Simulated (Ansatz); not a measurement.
## Single-point calculation, with input and output: Ta

- system: Ta (I4/mmm, 1 atom in the cell)
- method: DFT r2SCAN, scalar-relativistic, plane waves, PAW, no spin polarisation (Ansatz 0.2.0)

The structure derives from an entry of the Crystallography Open Database. It belongs to a series of runs on one base structure; here: ratio of the length along z to the lengths across it x 0.96, volume and fractional coordinates fixed. Figures and captions count atoms from 1; the log counts them from 0 in places.

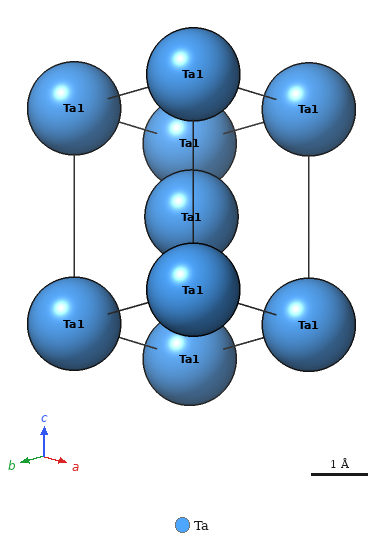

Fig. 1: The structure (spheres-only view of the cell 2 times as large as that of the calculation, set on its symmetry axes, seen at an oblique angle; atoms are numbered from 1 in the order of the input). An atom can appear more than once, as a periodic image.

### Input
```yaml
crystal:
  lattice:
    - [0.0, 2.1327530765, 2.0474429534]
    - [2.1327530765, 0.0, 2.0474429534]
    - [2.1327530765, 2.1327530765, 0.0]
  atoms:
    - { symbol: Ta, position: [0.0, 0.0, 0.0] }
basis:
  ecutwfc: 500
kpoints:
  mp_grid: { grid: [28, 28, 28] }
hamiltonian:
  xc: r2scan
scf:
  occupations: { method: gaussian, width: 0.15 }
output:
  forces: true
  stress: true
  eigenvalues: true
  write_density: true
  write_potential: true
  elf: true
  volumetric_format: npy
```

Run on 1 thread of AMD EPYC (Zen 5), 32 GiB of memory available, shared host.

Command:
```bash
ansatz run input.yaml --threads 1 --pin off --max-ram 2560MiB --backend cpu --events-out ev --progress --plain --runs-dir out
```

### Output
```
Engine: ansatz 0.2.0, x86_64-unknown-linux-gnu
Pseudopotentials: kind: paw
Pseudopotential: Ta, paw, valence charge 13, recommended cutoff 500 eV (meta_gga), Ta.paw.azcp
Functional definition: r2SCAN
  parameter k0 = 0.174
  parameter k1 = 0.065
  parameter a1 = 4.9479
  exchange = r2scan_x(k0 = k0, k1 = k1, a1 = a1)
  correlation = r2scan_c
Crystal: 1 atoms, lattice volume = 18.626 Å³
Basis set: ecut = 500 eV, 499 PW (Γ), exchange–correlation on 96×96×96 points (64 copies of the dense FFT grid, shifted against one another)
Bands: 11, of which v1, the nominal top of the filled ones, is band 7 counted from 1 (6 counted from 0)
Symmetry: 16 space group operations
Space group: I4/mmm (ITA 139), of the structure as read, at distance tolerance 2.7e-5 Å
k-points: 1639 of 21952
Non-local potential: Ta, projectors of the file, l = 0: 3, l = 1: 2, l = 2: 2, l = 3: 1
PAW form: soft (Blöchl's): semilocal exchange-correlation on the pseudo side does not see the compensation charge
PAW frozen core: Ta, regenerated for the run's functional (the file was generated under x = pbe(κ = 0.804, μ = 0.2195149727645171), c = pbe(β = 0.06672455060314922))
PAW one-centre angular grid: Ta, 590 points (default); XC on 160 Gauss nodes
Initial density: superposition of atomic densities (neutral atoms: chi_scale 0, normalization atom), corrected by the library's trained network
Initial wavefunctions: pseudopotential atomic-orbital guess
Functional: x = r2scan, c = r2scan; τ floored in thin density (d = 2e-4 eV/Å³)
SCF iter   1: F=—  HF=-9944.071149 eV  |F-HF|=—  |Δ(HF+E_count)|=         —  Δρ=6.72e-3  dr2=2.37e-3  dr2_τ=1.59e-2  ethr=1.77e-3  ⟨swp⟩=5.1  Hψ=105360  notcnv=0
preconditioner: auto → none  [metal: Δε(μ)=0.001 eV  Ē_g=8.331 eV  σ=0.150 eV  W_gap=0.00  n_scr=0 (ndim 8)  ℏωp=19.2 eV  f_vac=0.000  D(μ)=1.19/eV (n_scr^D=14)]
SCF iter   2: F=—  HF=-9944.089224 eV  |F-HF|=—  |Δ(HF+E_count)|=   1.81e-2  Δρ=4.18e-3  dr2=1.07e-3  dr2_τ=2.86e-4  ethr=1.82e-5  ⟨swp⟩=2.5  Hψ=40899  notcnv=0
SCF iter   3: F=—  HF=-9944.090244 eV  |F-HF|=—  |Δ(HF+E_count)|=   1.02e-3  Δρ=1.15e-3  dr2=1.25e-4  dr2_τ=4.03e-5  ethr=8.22e-6  ⟨swp⟩=2.0  Hψ=26770  notcnv=0
SCF iter   4: F=—  HF=-9944.090321 eV  |F-HF|=—  |Δ(HF+E_count)|=   7.68e-5  Δρ=3.37e-4  dr2=9.63e-6  dr2_τ=2.31e-6  ethr=9.58e-7  ⟨swp⟩=2.0  Hψ=26781  notcnv=0
SCF iter   5: F=—  HF=-9944.090325 eV  |F-HF|=—  |Δ(HF+E_count)|=   4.09e-6  Δρ=1.25e-4  dr2=1.30e-6  dr2_τ=3.08e-7  ethr=7.41e-8  ⟨swp⟩=1.1  Hψ=18064  notcnv=0
SCF iter   6: F=-9944.090326 eV  HF=-9944.090326 eV  |F-HF|=1.28e-9  |Δ(HF+E_count)|=   5.61e-7  Δρ=6.19e-6  dr2=3.60e-9  dr2_τ=1.53e-10  ethr=7.69e-10  ⟨swp⟩=7.6  Hψ=106866  notcnv=0
SCF 1 converged in 6 iterations: F = -9944.090326 eV  dr2 = 3.60e-9
  greatest PAW one-centre occupation: 0.998 electrons in one spin orbital (limit 2), on the Ta atom at site 0 (counted from 0), in its partial waves of l = 0
```

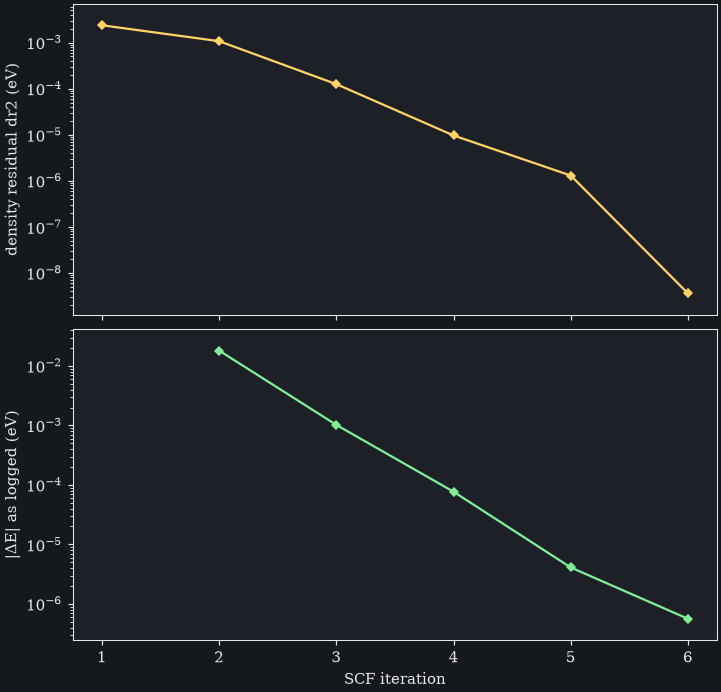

Fig. 2: Convergence of the self-consistent field: density residual dr2 and size of the energy change against the SCF iteration. The residual falls at every step.

```
SCF converged after 6 iterations
Free energy (F): -9944.090326 eV
Harris-Foulkes:  -9944.090326 eV  (|F-HF|=1.28e-9)
Internal energy: -9944.077131 eV  (E = F + TS)
E sigma→0 (E₀):  -9944.083729 eV
Entropy (-TS):   -0.013195 eV (-13.195 meV/atom)
Fermi energy:    18.181450 eV
--- Per-component energies (eV) ---
  E_band       = -125.816253
  E_kinetic    = 365.981644
  E_local      = -566.477727  (includes V_loc(G=0)·N_el)
  E_nonlocal   = 14.360240
  E_hartree    = 195.350441
  E_xc         = -204.077191
  E_vxc        = -221.461292  (∫ρ·V_xc dr)
  E_paw        = -8422.697253  (= ΣΔE_a)
  E_vpaw       = -120.033262  (= ΣTr[D̂ρ^β])
  E_aug_tail   = 0.000085  (compensation charges beyond the density's cutoff)
  E_vtau       = 11.113883  (kinetic-family band-sum trace: ∫τ·v_τ [+ j·A + Jᵃ·Aᵃ] dr)
  E_ewald      = -1325.761090
  E_core_change = -0.756280  (= ΣΔE_core)
  E_smearing   = -0.013195  (= −TS)
  E_closure    = -0.000000  (closes the sum)
  Σ components = -9944.090326   (vs F -9944.090326, Δ=0.00e0)
--- Forces (eV/Å), atoms counted from 1 ---
  atom   1  Ta    -0.00000000     0.00000000    -0.00000000
  max |Σ_I F_I| component: 1.23e-32 eV/Å
--- Stress (GPa, compression-positive) ---
        1.554290       0.000000       0.000000
        0.000000       1.554290       0.000000
        0.000000       0.000000      -3.983245
  P = ⅓ Tr σ = -0.2916 GPa (-2.916 kbar)
--- Band table (eV; the first three rows and the last of 1639) ---
  k-point 0: bands = ["-51.2274", "-16.5371", "-16.5366", "-16.5366", "9.6193", "18.5228", "18.5228", "19.0917", "21.5787", "22.3492", "30.8344"]
  k-point 1: bands = ["-51.2262", "-16.5516", "-16.5388", "-16.5383", "9.6734", "18.5006", "18.5485", "19.0892", "21.5563", "22.3177", "30.9500"]
  k-point 2: bands = ["-51.2224", "-16.5951", "-16.5455", "-16.5426", "9.8336", "18.4155", "18.6213", "19.1060", "21.4971", "22.2308", "31.2823"]
  k-point 1638: bands = ["-51.0824", "-17.5708", "-16.9774", "-16.9774", "13.6465", "14.5751", "21.6307", "24.3495", "24.9561", "24.9561", "29.3190"]
```

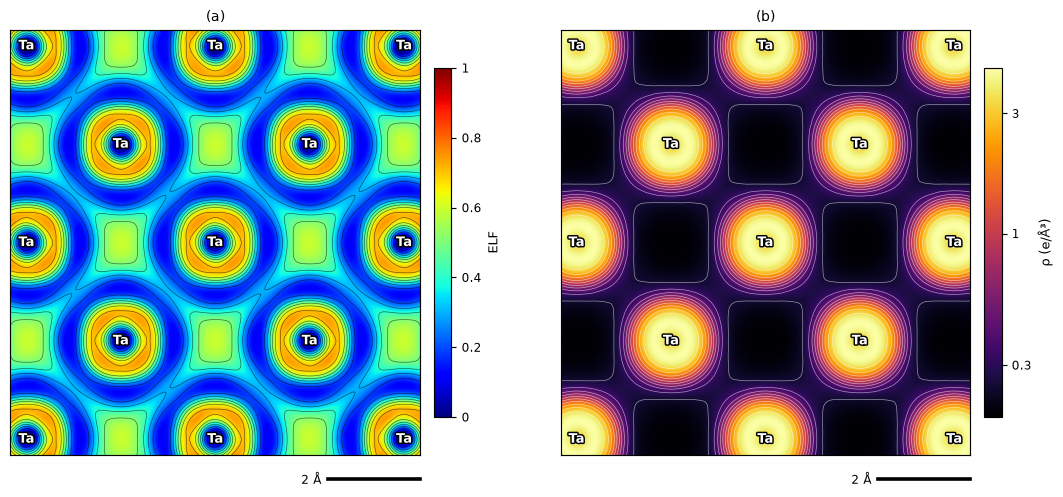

Fig. 3: (a) ELF; (b) valence charge density (pseudo) on the (110) plane of the conventional cell. Atoms in the plane: Ta. Ta–Ta (2.96 Å): ρ at the midpoint is about 0.27 e/Å³; the ELF is about 0.30 at the midpoint (no shared electron pair). Away from the nuclei the density in this plane falls to 0.19 e/Å³ at its lowest.5. The strong features right at Ta lie inside the PAW spheres (semicore, d or f shells) and say nothing about bonding. Core electrons are frozen (PAW), so the fields are smoothed inside the atomic spheres.

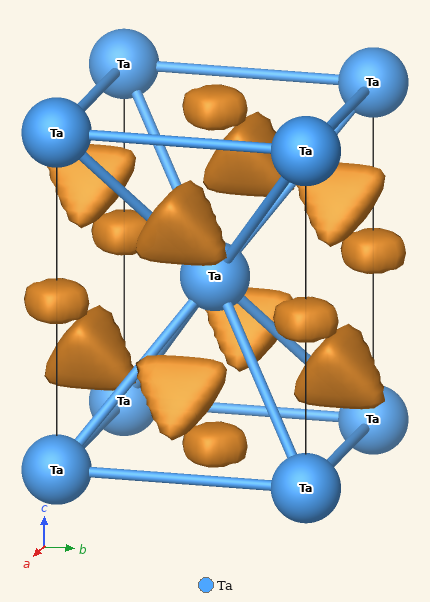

Fig. 4: Isosurface of the electron localisation function at 0.55 (orange), seen slightly off an axis. Only the valence region is drawn (cores and ρ < 0.01 e/Å³ removed). Sticks mark near contacts. The outline is the cell set on symmetry axes. Profiles from the grid: Ta–Ta (2.96 Å): the ELF is about 0.30 at the midpoint (no shared electron pair). Ta–Ta (3.02 Å): the ELF is about 0.30 at the midpoint; no shared electron pair.

### Summary

```csv
quantity,value
outcome,converged
space group (tolerance 0.01 Å),I4/mmm (139)
electrons treated,13
free energy,−9944.0903 eV
Fermi energy,18.181 eV
gap on the k-point mesh,none (metallic)
pressure,−0.29 GPa
largest force (length of the vector),under 0.001 eV/Å
wall time,16 s
peak memory,0.76 GiB
```

### Notes

Spin–orbit coupling is left out, which matters for Ta.
